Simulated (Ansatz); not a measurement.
System: ZrO₂, space group Fm-3m (No. 225) (one of a set of cubic test structures, which need not be the stable phase).

Computed with Ansatz 0.2.0 development build: equation of state of a cubic crystal from periodic Kohn-Sham density functional theory without spin, third-order Birch-Murnaghan fit to the free energies; pressure corrected for the finite basis. Level: PBE.

```tsv
setting	value
structure type	fluorite
atoms in cell	3
space group number	225
lattice centring	face-centred primitive
k mesh	13×13×13
occupation method	Fermi–Dirac
occupation width	0.06123 eV
wave cutoff	420 eV
datasets	soft-1 PAW
density tolerance	1e-07 eV
bands	16
density cutoff ratio	4
search for lower states	default
```

Describe the result: the energy above the lowest point and pressure against volume. The volume takes the values 10.49, 10.71, 10.94, 11.16, 11.38, 11.61, 11.83 Å³/atom.

A third-order Birch–Murnaghan fit gives V0 = 11.16 Å³/atom, B0 = 236 GPa and B′ = 4.2. The energy above the lowest point is 32.9 meV/atom at volume 10.49 Å³/atom and 26.8 meV/atom at 11.83 Å³/atom; the lowest computed point is at volume 11.16 Å³/atom (0.0 meV/atom), and no other minimum shows. The pressure falls from 16.6 GPa at volume 10.49 Å³/atom to −12.2 GPa at 11.83 Å³/atom, and changes sign near 11.16 Å³/atom.

| volume (Å³/atom) | energy above the lowest point (meV/atom) | pressure (GPa) |
| --- | --- | --- |
| 10.49 | 32.9 | 16.6 |
| 10.71 | 14.1 | 10.5 |
| 10.94 | 3.4 | 5.0 |
| 11.16 | 0.0 | 0.0 |
| 11.38 | 3.2 | −4.5 |
| 11.61 | 12.3 | −8.5 |
| 11.83 | 26.8 | −12.2 |

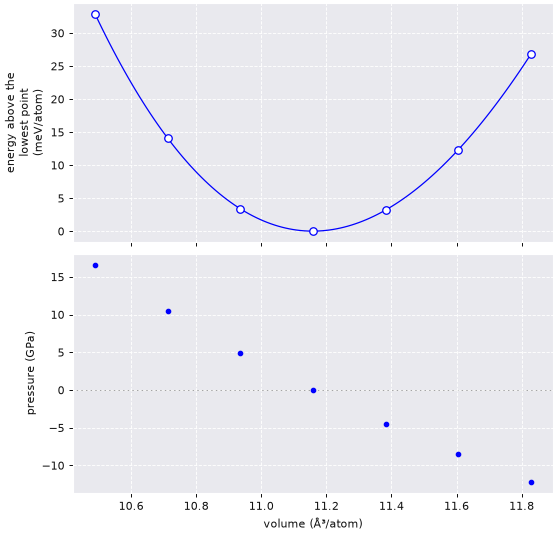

Note: cubic model structure, not the ambient form.
